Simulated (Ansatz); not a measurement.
**Run report: Yb, geometry relaxation**

Yb (P6₃/mmc, 4 atoms in the cell), computed with DFT PBE, scalar-relativistic, plane waves, PAW, no spin polarisation (Ansatz 0.2.0).

The structure was built on a prototype by a generator; it need not be a known phase. Figures and captions count atoms from 1; the log counts them from 0 in places.

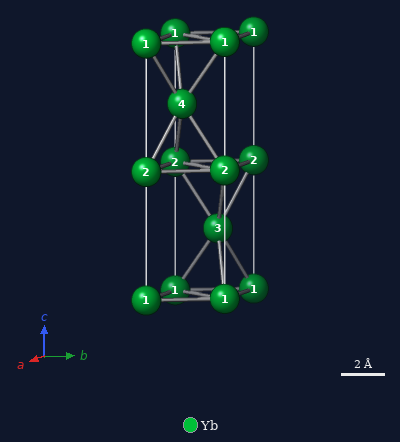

*The input geometry (ball-and-stick view of the cell of the calculation, seen slightly off an axis; atoms are numbered from 1 in the order of the input).*

Near neighbours in the crystal (not all of them lie inside the picture): Yb has 12 Yb at 3.69 to 3.70 Å.

**Input**
```yaml
crystal:
  lattice:
    - [3.6937036499, 0.0, 0.0]
    - [-1.8468518249, 3.1988411949, 0.0]
    - [0.0, 0.0, 12.0724813711]
  atoms:
    - { symbol: Yb, position: [0.0, 0.0, 0.0] }
    - { symbol: Yb, position: [0.0, 0.0, 0.5] }
    - { symbol: Yb, position: [0.3333333333, 0.6666666667, 0.25] }
    - { symbol: Yb, position: [0.6666666667, 0.3333333333, 0.75] }
basis:
  ecutwfc: 600
  ecutrho_ratio: 5
kpoints:
  mp_grid: { grid: [14, 14, 4] }
hamiltonian:
  xc: pbe
scf:
  occupations: { method: gaussian, width: 0.05 }
output:
  forces: true
  stress: true
  eigenvalues: true
relax:
  f_tol: 0.01
  max_steps: 30
  cell: { stress_tol: 0.1 }
```

Machine: 2 threads of an x86-64 CPU, shared host.

**The program's output**
```
Engine: ansatz 0.2.0, x86_64-unknown-linux-gnu
Pseudopotentials: kind: paw
Pseudopotential: Yb, paw, valence charge 24, recommended cutoff 420 eV (normal), Yb.paw.azcp
Functional definition: PBE
  parameter kappa = 0.804
  parameter beta = 0.06672455060314922
  exchange = pbe_x(kappa = kappa, mu = beta*pi^2/3)
  correlation = pbe_c(beta = beta)
Crystal: 4 atoms, lattice volume = 142.643 Å³
Basis set: ecut = 600 eV, 4783 PW (Γ), exchange–correlation on 72×72×216 points (8 copies of the dense FFT grid, shifted against one another)
Bands: 58, of which v1, the nominal top of the filled ones, is band 48 counted from 1 (47 counted from 0)
Symmetry: 24 space group operations
Space group: P63/mmc (ITA 194), of the structure as read, at distance tolerance 5.2e-5 Å
k-points: 72 of 784
Non-local potential: Yb, projectors of the file, l = 0: 3, l = 1: 2, l = 2: 2, l = 3: 3
PAW form: soft (Blöchl's): semilocal exchange-correlation on the pseudo side does not see the compensation charge
PAW one-centre angular grid: Yb, 590 points (default); XC on 64 Gauss nodes
Initial density: superposition of atomic densities (neutral atoms: chi_scale 0, normalization atom), corrected by the library's trained network
Initial wavefunctions: pseudopotential atomic-orbital guess
Functional: x = pbe(κ = 0.804, μ = 0.2195149727645171), c = pbe(β = 0.06672455060314922)
SCF iter   1: F=—  HF=-55180.159509 eV  |F-HF|=—  |Δ(HF+E_count)|=         —  Δρ=1.34e-2  dr2=2.09e-1  ethr=1.77e-3  ⟨swp⟩=5.9  Hψ=14335  notcnv=0
preconditioner: auto → Kerker (q_TF=auto, 2.554 Å⁻¹)  [metal: Δε(μ)=0.008 eV  Ē_g=8.705 eV  σ=0.050 eV  W_gap=0.09  n_scr=50 (ndim 8)  ℏωp=29.2 eV  f_vac=0.000  D(μ)=4.00/eV (n_scr^D=38)]
SCF iter   2: F=—  HF=-55180.118509 eV  |F-HF|=—  |Δ(HF+E_count)|=   4.10e-2  Δρ=3.29e-3  dr2=1.44e-2  ethr=2.17e-4  ⟨swp⟩=2.0  Hψ=8388  notcnv=0  defer=154
SCF iter   3: F=—  HF=-55180.114153 eV  |F-HF|=—  |Δ(HF+E_count)|=   4.36e-3  Δρ=2.29e-3  dr2=8.26e-3  ethr=1.50e-5  ⟨swp⟩=1.3  Hψ=4039  notcnv=0  defer=154
SCF iter   4: F=—  HF=-55180.110121 eV  |F-HF|=—  |Δ(HF+E_count)|=   4.03e-3  Δρ=4.00e-4  dr2=3.86e-4  ethr=8.60e-6  ⟨swp⟩=2.0  Hψ=6777  notcnv=0  defer=154
SCF iter   5: F=—  HF=-55180.110440 eV  |F-HF|=—  |Δ(HF+E_count)|=   3.19e-4  Δρ=2.08e-4  dr2=3.41e-5  ethr=4.02e-7  ⟨swp⟩=2.0  Hψ=6698  notcnv=0  defer=154
SCF iter   6: F=—  HF=-55180.110478 eV  |F-HF|=—  |Δ(HF+E_count)|=   3.82e-5  Δρ=1.44e-4  dr2=2.35e-5  ethr=3.55e-8  ⟨swp⟩=2.0  Hψ=7435  notcnv=0  defer=154
SCF iter   7: F=—  HF=-55180.110473 eV  |F-HF|=—  |Δ(HF+E_count)|=   5.00e-6  Δρ=6.09e-5  dr2=4.50e-6  ethr=2.45e-8  ⟨swp⟩=1.8  Hψ=5742  notcnv=0  defer=154
SCF iter   8: F=—  HF=-55180.110471 eV  |F-HF|=—  |Δ(HF+E_count)|=   2.01e-6  Δρ=6.22e-6  dr2=5.77e-8  ethr=1.04e-10  ⟨swp⟩=10.4  Hψ=24410  notcnv=0
SCF iter   9: F=-55180.110471 eV  HF=-55180.110471 eV  |F-HF|=2.61e-9  |Δ(HF+E_count)|=   4.62e-8  Δρ=1.26e-6  dr2=2.73e-9  ethr=6.01e-11  ⟨swp⟩=5.0  Hψ=16991  notcnv=0
SCF 1 converged in 9 iterations: F = -55180.110471 eV  dr2 = 2.73e-9
  greatest PAW one-centre occupation: 0.997 electrons in one spin orbital (limit 2), on the Yb atom at site 3 (counted from 0), in its partial waves of l = 0
relax step   1: F+E_penalty+E_count = -55180.11047132 eV  Δ(F+E_penalty+E_count) = +0.000e0 eV  max|allowed force component| = 3.469e-18 eV/Å  Δτ_max = 0.0000 Å  P = -0.070 GPa  Ω = 142.643 Å³  (9 SCF iters, dr2 threshold 1.00e-7 eV, accepted)
Initial density: handed on by an earlier stage of this run
Initial wavefunctions: pseudopotential atomic-orbital guess (no wavefunctions were taken with the density)
iter 1 solved again at ethr=8.36e-7 eV; its pass at ethr=3.10e-3 eV (dr2=8.03e-4 eV) is discarded
SCF iter   1: F=—  HF=-55180.110420 eV  |F-HF|=—  |Δ(HF+E_count)|=         —  Δρ=7.03e-6  dr2=4.73e-8  ethr=8.36e-7  ⟨swp⟩=3.5  Hψ=26018  notcnv=0
eigensolver tolerance schedule: the retry pair's looser diagonalisation over-reported the residual by 16984.31 of it (diagonalisation noise at an unbounded share of the residual, at the tolerance the schedule requests for it); recorded, not acted on — ethr = c·dr2/N_el stays at c = 1.0e-1
preconditioner: auto → Kerker (q_TF=auto, 2.554 Å⁻¹)  [metal: Δε(μ)=0.011 eV  Ē_g=8.619 eV  σ=0.050 eV  W_gap=0.12  n_scr=50 (ndim 8)  ℏωp=29.2 eV  f_vac=0.000  D(μ)=4.51/eV (n_scr^D=38)]
SCF iter   2: F=—  HF=-55180.110471 eV  |F-HF|=—  |Δ(HF+E_count)|=   5.14e-5  Δρ=6.29e-6  dr2=4.72e-8  ethr=4.92e-11  ⟨swp⟩=3.9  Hψ=13153  notcnv=0
SCF iter   3: F=—  HF=-55180.110471 eV  |F-HF|=—  |Δ(HF+E_count)|=   4.75e-9  Δρ=3.65e-6  dr2=1.59e-8  ethr=4.92e-11  ⟨swp⟩=1.0  Hψ=4176  notcnv=0
SCF iter   4: F=—  HF=-55180.110471 eV  |F-HF|=—  |Δ(HF+E_count)|=   2.42e-9  Δρ=4.31e-6  dr2=2.38e-8  ethr=1.65e-11  ⟨swp⟩=2.0  Hψ=7635  notcnv=0
SCF iter   5: F=—  HF=-55180.110471 eV  |F-HF|=—  |Δ(HF+E_count)|=   5.69e-9  Δρ=6.25e-6  dr2=4.82e-8  ethr=1.65e-11  ⟨swp⟩=2.0  Hψ=6167  notcnv=0  recentre
SCF iter   6: F=—  HF=-55180.110471 eV  |F-HF|=—  |Δ(HF+E_count)|=   7.28e-9  Δρ=1.10e-6  dr2=1.63e-9  ethr=1.65e-11  ⟨swp⟩=2.0  Hψ=6221  notcnv=0
SCF iter   7: F=—  HF=-55180.110471 eV  |F-HF|=—  |Δ(HF+E_count)|=  7.28e-11  Δρ=5.17e-7  dr2=3.33e-10  ethr=1.70e-12  ⟨swp⟩=2.0  Hψ=4490  notcnv=0
SCF iter   8: F=—  HF=-55180.110471 eV  |F-HF|=—  |Δ(HF+E_count)|=  1.02e-10  Δρ=2.10e-7  dr2=4.75e-11  ethr=1.00e-12  ⟨swp⟩=5.0  Hψ=16415  notcnv=0
SCF iter   9: F=-55180.110471 eV  HF=-55180.110471 eV  |F-HF|=0.00e0  |Δ(HF+E_count)|=  3.64e-11  Δρ=5.74e-8  dr2=3.51e-12  ethr=1.00e-12  ⟨swp⟩=4.6  Hψ=15240  notcnv=0
SCF 2 converged in 9 iterations: F = -55180.110471 eV  dr2 = 3.51e-12
relax step   2: F+E_penalty+E_count = -55180.11047132 eV  Δ(F+E_penalty+E_count) = -2.794e-9 eV  max|allowed force component| = 1.156e-18 eV/Å  Δτ_max = 0.0000 Å  P = -0.069 GPa  Ω = 142.643 Å³  stress off target by 7.05e-2 GPa  SCF on the basis re-selected at this cell (its energy is not comparable with the rows above)  (9 SCF iters)
```

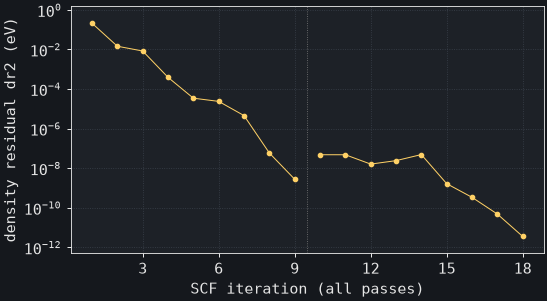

*Convergence of the self-consistent field: density residual dr2 against the SCF iteration. The dotted lines part the SCF passes of the relaxation: geometry steps, rejected trials and re-solves on a re-selected basis.*

The passes take 9 and 9 iterations.

```
basis re-selected at this cell: Δ(F+E_penalty+E_count) = -2.794e-9 eV, ΔP = +0.000 GPa vs the last step (what re-selecting the basis moved, of the pressure what is left beyond the Pulay correction that the steps carried, after the strain that the cell walked since its last selection, with what the two solves' SCF thresholds leave and, on support functions, any second-order correction that the steps lacked; it is no measure of the basis error at this ecutwfc). This SCF's stress stands 7.05e-2 GPa from its target on what of the cell is left free (relax.cell.stress_tol is 1.00e-1 GPa) and its largest allowed force component is 1.16e-18 eV/Å (relax.f_tol is 1.00e-2 eV/Å): within both
SCF converged after 9 iterations
Free energy (F): -55180.110471 eV
Harris-Foulkes:  -55180.110471 eV  (|F-HF|=0.00e0)
Internal energy: -55180.104830 eV  (E = F + TS)
E sigma→0 (E₀):  -55180.107650 eV
Entropy (-TS):   -0.005642 eV (-1.410 meV/atom)
Fermi energy:    10.759749 eV
--- Per-component energies (eV) ---
  E_band       = 8.432982
  E_kinetic    = 1414.979286
  E_local      = -25086.113945  (includes V_loc(G=0)·N_el)
  E_nonlocal   = 2204.972419
  E_hartree    = 10911.811062
  E_xc         = -651.347053
  E_vxc        = -810.856450  (∫ρ·V_xc dr)
  E_paw        = -29418.533658  (= ΣΔE_a)
  E_vpaw       = 461.829902  (= ΣTr[D̂ρ^β])
  E_aug_tail   = 0.000001  (compensation charges beyond the density's cutoff)
  E_ewald      = -14555.872942
  E_smearing   = -0.005642  (= −TS)
  E_closure    = 0.000000  (closes the sum)
  Σ components = -55180.110471   (vs F -55180.110471, Δ=0.00e0)
--- Forces (eV/Å), atoms counted from 1 ---
  atom   1  Yb    -0.00000000    -0.00000000     0.00000000
  atom   2  Yb    -0.00000000     0.00000000     0.00000000
  atom   3  Yb     0.00000000    -0.00000000     0.00000000
  atom   4  Yb     0.00000000     0.00000000     0.00000000
  max |Σ_I F_I| component: 1.16e-18 eV/Å
--- Stress (GPa, compression-positive) ---
       -0.070455       0.000000       0.000000
        0.000000      -0.070455       0.000000
        0.000000       0.000000      -0.067379
  P = ⅓ Tr σ = -0.0694 GPa (-0.694 kbar)
--- Band table (eV; the first three rows and the last of 72) ---
  k-point 0: bands = ["-40.8509", "-40.8447", "-40.8390", "-40.8328", "-13.4185", "-13.2476", "-13.2460", "-13.1134", "-13.1134", "-13.0923", "-13.0923", "-13.0866", "-13.0866", "-13.0676", "-13.0654", "-13.0654", "5.5622", "6.9089", "6.9103", "8.8899", "10.2675", "10.2749", "10.3001", "10.3015", "10.3143", "10.3212", "10.3485", "10.3530", "10.3530", "10.3548", "10.3548", "10.3590", "10.3807", "10.3807", "10.3862", "10.3862", "10.4026", "10.4026", "10.4071", "10.4071", "10.4458", "10.4458", "10.4501", "10.4503", "10.4522", "10.4522", "10.4675", "10.4677", "11.1371", "12.2973", "12.3158", "13.4465", "13.4465", "13.5420", "13.5420", "13.6153", "13.8810", "13.8810"]
  k-point 1: bands = ["-40.8503", "-40.8462", "-40.8375", "-40.8334", "-13.4056", "-13.3133", "-13.1791", "-13.1116", "-13.1116", "-13.0990", "-13.0990", "-13.0815", "-13.0799", "-13.0799", "-13.0672", "-13.0672", "5.6541", "6.3530", "7.5434", "8.6839", "10.2692", "10.2770", "10.2881", "10.2936", "10.3224", "10.3357", "10.3456", "10.3556", "10.3556", "10.3569", "10.3571", "10.3571", "10.3742", "10.3742", "10.3760", "10.3760", "10.4144", "10.4144", "10.4149", "10.4149", "10.4424", "10.4424", "10.4477", "10.4477", "10.4501", "10.4502", "10.4676", "10.4677", "11.2465", "11.8825", "12.7574", "13.4841", "13.4841", "13.4964", "13.5717", "13.5717", "13.8297", "13.8297"]
  k-point 2: bands = ["-40.8486", "-40.8486", "-40.8351", "-40.8351", "-13.3689", "-13.3689", "-13.1209", "-13.1209", "-13.1065", "-13.1065", "-13.1065", "-13.1065", "-13.0723", "-13.0723", "-13.0723", "-13.0723", "5.9238", "5.9238", "8.1761", "8.1761", "10.2744", "10.2744", "10.2854", "10.2854", "10.3346", "10.3346", "10.3504", "10.3504", "10.3616", "10.3616", "10.3616", "10.3616", "10.3661", "10.3661", "10.3661", "10.3661", "10.4249", "10.4249", "10.4249", "10.4249", "10.4384", "10.4384", "10.4384", "10.4384", "10.4502", "10.4502", "10.4676", "10.4676", "11.5181", "11.5181", "13.1809", "13.1809", "13.5675", "13.5675", "13.5675", "13.5675", "13.8237", "13.8237"]
  k-point 71: bands = ["-40.8318", "-40.8318", "-40.8261", "-40.8261", "-13.3418", "-13.3418", "-13.3241", "-13.3241", "-13.2738", "-13.2738", "-13.2510", "-13.2510", "-13.1661", "-13.1661", "-13.1491", "-13.1491", "10.0686", "10.0686", "10.2051", "10.2051", "10.2816", "10.2816", "10.3144", "10.3144", "10.3463", "10.3463", "10.3550", "10.3550", "10.3573", "10.3573", "10.3664", "10.3664", "10.3716", "10.3716", "10.3744", "10.3744", "10.3917", "10.3917", "10.3979", "10.3979", "10.4253", "10.4253", "10.4416", "10.4416", "10.5273", "10.5273", "10.6280", "10.6280", "10.8867", "10.8867", "11.0461", "11.0461", "11.8869", "11.8869", "12.0668", "12.0668", "14.0495", "14.0495"]
--- Relaxed structure (1 steps of the walk, 1 accepted, 1 SCFs on fresh bases) ---
  F+E_penalty+E_count = -55180.11047132 eV   max|allowed force component| = 1.156e-18 eV/Å   (the final SCF, on the basis selected at the relaxed cell)
  cell:  # Å, volume = 142.6433 Å³
    - [3.693703649920379, -2.8867509327076212e-11, 0.0]
    - [-1.8468518249351895, 3.198841194896785, 0.0]
    - [0.0, 0.0, 12.0724813711]
  atoms:
    - { symbol: Yb, position: [0.0, 0.0, 0.0] }
    - { symbol: Yb, position: [0.0, 0.0, 0.49999999999999994] }
    - { symbol: Yb, position: [0.33333333333333326, 0.6666666666666667, 0.24999999999999997] }
    - { symbol: Yb, position: [0.6666666666666667, 0.33333333333333326, 0.75] }
```

**Summary**

- outcome: converged
- space group (tolerance 0.01 Å): P6₃/mmc (194)
- electrons treated: 96
- free energy: −55180.1105 eV
- Fermi energy: 10.760 eV
- pressure: −0.07 GPa
- final volume: 142.64 Å³
- largest force (length of the vector) at the end: under 0.001 eV/Å
- final cell: a = 3.694 Å, b = 3.694 Å, c = 12.072 Å, α = 90.00°, β = 90.00°, γ = 120.00°
- wall time: 25 s (CPU time 48 s)
- peak memory: 1.1 GiB
